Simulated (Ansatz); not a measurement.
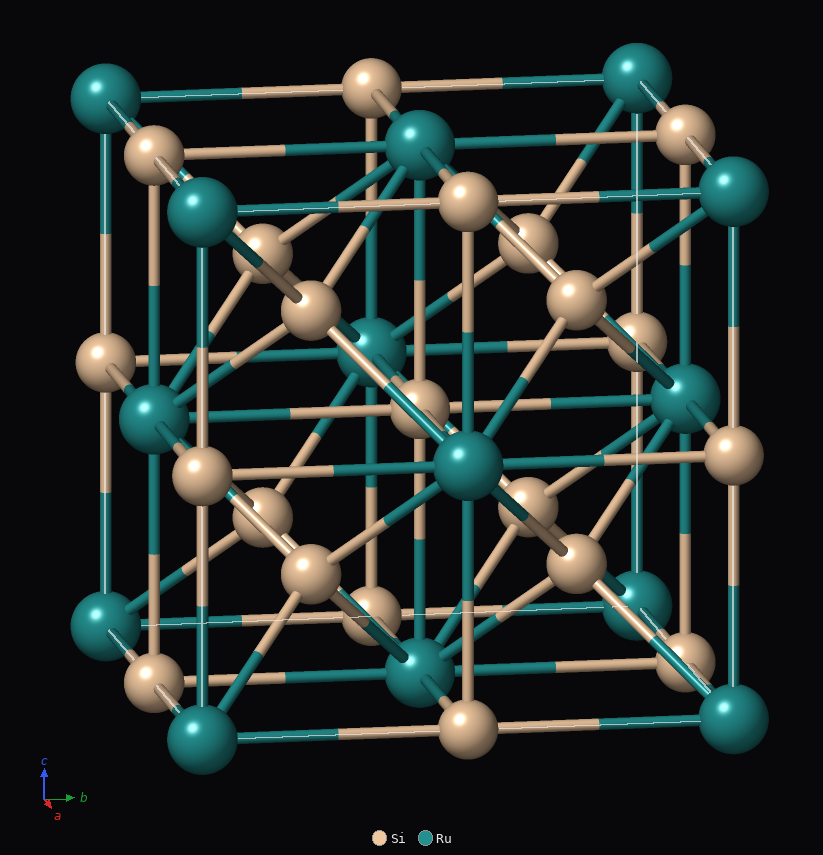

Crystal structure, ball-and-stick style, seen slightly off an axis. The conventional unit cell is outlined; an atom on or near a face, edge or corner is repeated at each equivalent position. Cell: a = 6.02 Å, b = 6.02 Å, c = 6.02 Å, α = 90.00°, β = 90.00°, γ = 90.00°.

Source of the structure: a structure type filled with these elements by a generator (whether the compound takes this form wasn't checked). Earlier steps of the study may have refined or changed the cell and positions. A calculation with Ansatz used it as input.

### Describe the arrangement of the atoms.

Chemical formula Si₃Ru. The space group is Fm-3m (No. 225); the lattice is face-centred cubic. Structure type: D0₃ (BiF₃ or Fe₃Al type). Content of the cell: 12 Si, 4 Ru (Z = 4). The Ru atoms are each bonded to 14 Si at about 2.6 to 3.0 Å. The bonds build a three-dimensional framework.

The numbers come from DFT PBE, scalar-relativistic, plane waves, PAW (Ansatz 0.2.0), using a cutoff energy of 420 eV, k-points about 0.13 Å⁻¹ apart, Gaussian smearing of 0.1 eV, no spin polarisation.

### Metal or not?

A metal: bands cross the Fermi level.

### What net charge does each kind of atom have (Bader)?

Si +0.10 to +0.25 e; Ru -0.60 e.

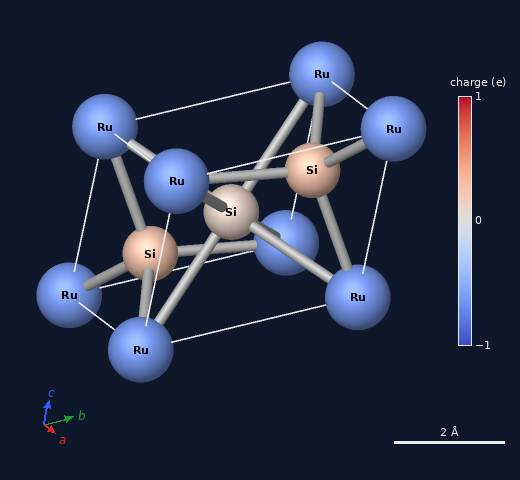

The atoms coloured by those charges. The run's cell of 4 atoms is drawn, so axes and origin can differ from the first picture.

### Do the forces and the stress vanish for this geometry?

Yes. All forces vanish to within 0.01 eV/Å. The pressure is 0.0 GPa, close to zero.
